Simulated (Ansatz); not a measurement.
# Al3H (slab): what the fields show

```xyz
4
Lattice="2.8568 0.0000 0.0000 0.0000 2.8568 0.0000 0.0000 0.0000 19.6747" Properties=species:S:1:pos:R:3 pbc="T T T"
Al    1.4284    1.4284    4.0001
Al    0.0000    0.0000    6.0848
Al    1.4284    1.4284    8.1746
H     1.4284    2.3806    9.4950
```

A point of a scan over the structure, not its minimum; not relaxed (largest force 0.4 eV/Å); PAW files of the earlier set (soft_1).

Theory: DFT PBE, scalar-relativistic, plane waves, PAW in Ansatz.

The density is the valence pseudo-density of a PAW calculation; it isn't the true density close to the nuclei.

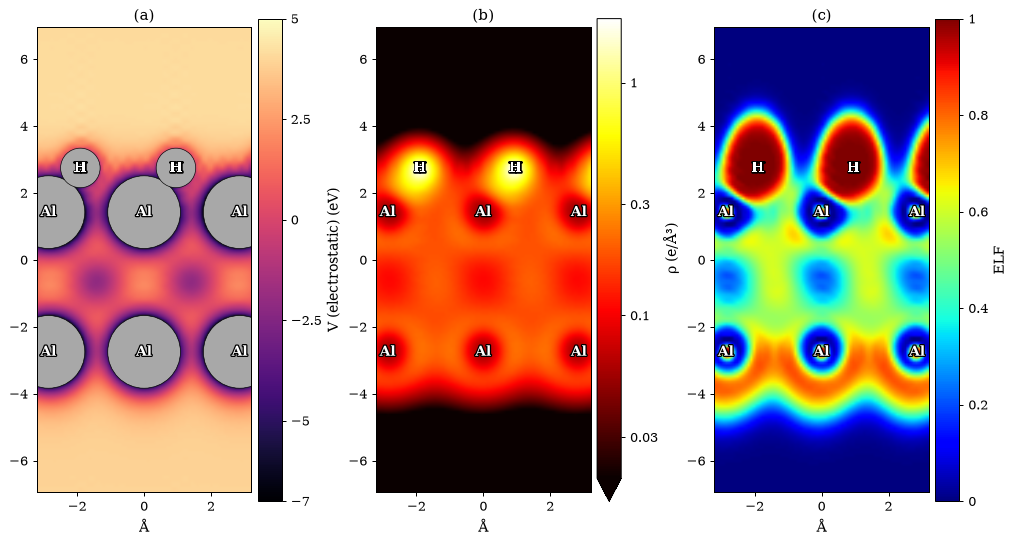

Figure 1. (a) electrostatic potential energy of an electron; (b) valence electron density; (c) electron localisation function on the (100) plane of the calculation cell, a cut from vacuum to vacuum. Grey discs cover the atomic cores in the potential map.

What does the map show?

The plane passes through Al and H nuclei. Al–H (1.63 Å): the density is about 0.41 e/Å³ at the midpoint; the ELF peaks at about 1 in the valence shell of H, 0.4 Å from its nucleus, and is about 1 at the midpoint. Al–Al (2.86 Å): ρ at the midpoint is about 0.21 e/Å³; the ELF peaks at about 0.80 between the atoms. The density dies away to nearly zero in the vacuum. Outside the cores the potential energy rises away from the atoms and is highest in the vacuum; its zero is arbitrary.

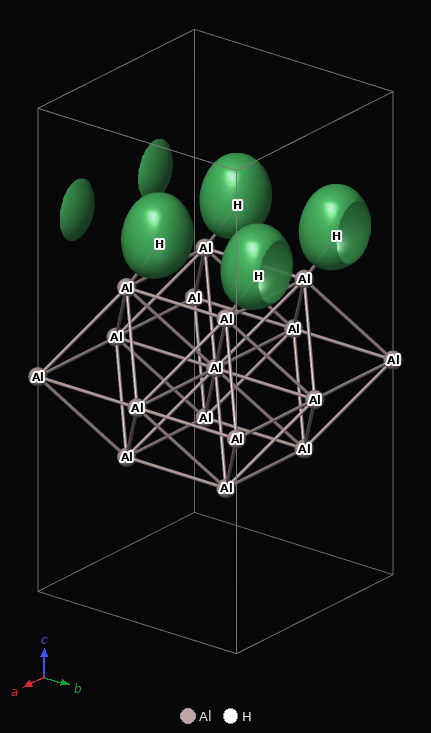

Figure 2. Isosurface of the electron localisation function at 0.9 (green), seen at an oblique angle. Only the valence region is drawn (cores and ρ < 0.01 e/Å³ removed). Sticks mark near contacts.

Where are the electrons localised?

At this value the surface marks out one region around a hydrogen nucleus, counted in one cell of 4 atoms. Counts are for one cell; the picture repeats the cell along the surface.

Does the calculation make it a metal, or give it a gap?

It is gapless in this calculation (a metal or semimetal).
